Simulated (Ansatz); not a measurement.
System: CsSnI$_{3}$.

The calculation's input:

```
crystal:
  lattice:
    - [6.0727306611, 0.0, 0.0]
    - [0.0, 6.0727306611, 0.0]
    - [0.0, 0.0, 6.3794342298]
  atoms:
    - { symbol: Cs, position: [0.0, 0.0, 0.0] }
    - { symbol: Sn, position: [0.5, 0.5, 0.5] }
    - { symbol: I, position: [0.0, 0.5, 0.5] }
    - { symbol: I, position: [0.5, 0.0, 0.5] }
    - { symbol: I, position: [0.5, 0.5, 0.0] }
basis:
  ecutwfc: 420
kpoints:
  mp_grid: { grid: [6, 6, 6] }
hamiltonian:
  xc: pbesol
scf:
  occupations: { method: gaussian, width: 0.01 }
output:
  forces: true
  stress: true
  eigenvalues: true
  write_density: true
  write_potential: true
  elf: true
  volumetric_format: npy
relax:
  adjacent_minimum: "off"
  f_tol: 0.008
  max_steps: 40
  cell: { stress_tol: 0.015, fix: [c, angles] }
```

Command:

```sh
ansatz run input.yaml --threads 1 --pin off --max-ram 2560MiB --backend cpu --events-out ev --progress --plain --runs-dir out
```

Below, planes, directions and counts refer to the conventional cell (a = 6.11 Å, b = 6.11 Å, c = 6.38 Å, α = 90.00°, β = 90.00°, γ = 90.00°).

The fields are those of the run's last geometry, not of the input's.

Space group P4/mmm; changed on purpose from its base cell (uniaxial strain along c, a, b and atoms relaxed: +4.0 %).

These are results of DFT PBEsol, scalar-relativistic, plane waves, PAW in Ansatz 0.2.0, not measurements.

Q: What can the converged valence pseudo-density and electron localisation function tell about the bonding?

A: Sn–I (3.06 Å): ρ is about 0.25 e/Å³ halfway; the ELF is about 0.40 at the midpoint and 0.30 at its lowest between the atoms.
Cs–I (4.42 Å): ρ at the midpoint is about 0.02 e/Å³; the ELF peaks at about 0.80 in the valence shell of I, 1.4 Å from its nucleus, and drops to about 0 between the two atoms; a largely ionic contact.

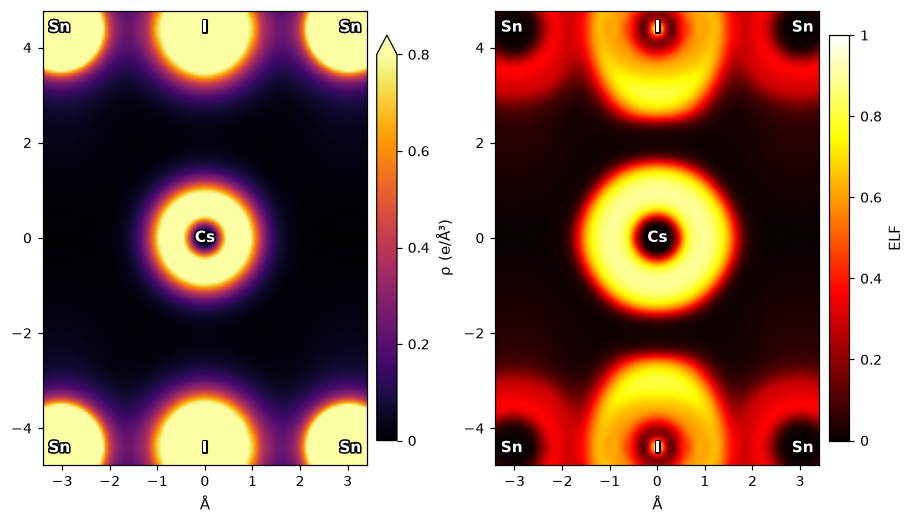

Computed valence pseudo-density and electron localisation function on the (011̄) plane of the conventional cell, in this order. 

In a PAW calculation such maps are meaningful between the atoms, not at the nuclei.
